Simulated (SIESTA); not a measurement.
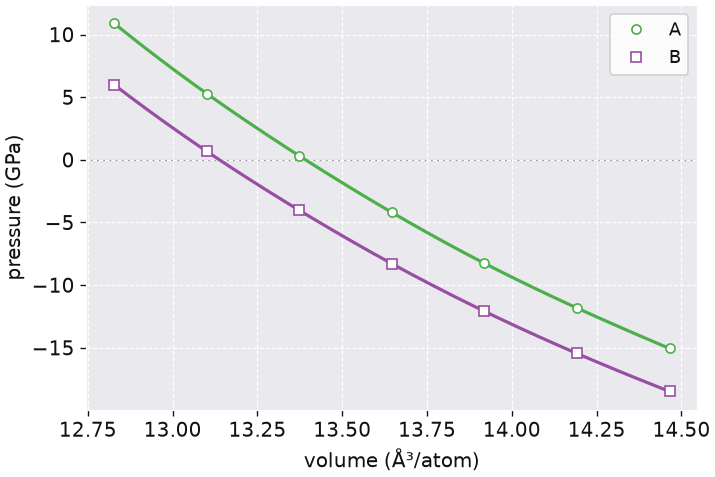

Plotted: pressure against volume, with one curve for each functional, for Si₂W (space group P6_222). The labels are replaced by letters. In alphabetical order the cases are: LDA; PBEsol.

How it was computed, with SIESTA 5.4.2: DFT in numerical atomic orbitals with pseudopotentials, no spin polarisation; energies at scaled volumes of the given cell, shape and fractions fixed, counted from the fit's minimum, third-order Birch-Murnaghan fit. All runs: no spin polarisation.

k mesh 5×5×3; occupations Fermi–Dirac; smearing width 0.05 eV; potentials PseudoDojo 0.4 standard, converted to PSML, two zetas on semicore shells.

Which letter stands for which functional?

Answer. A: PBEsol; B: LDA.

Keep in mind: mulliken charges of long orbitals; short basis over semicore shells; shape and atomic fractions are frozen while scaling, which makes layered, chain and framework solids too stiff.
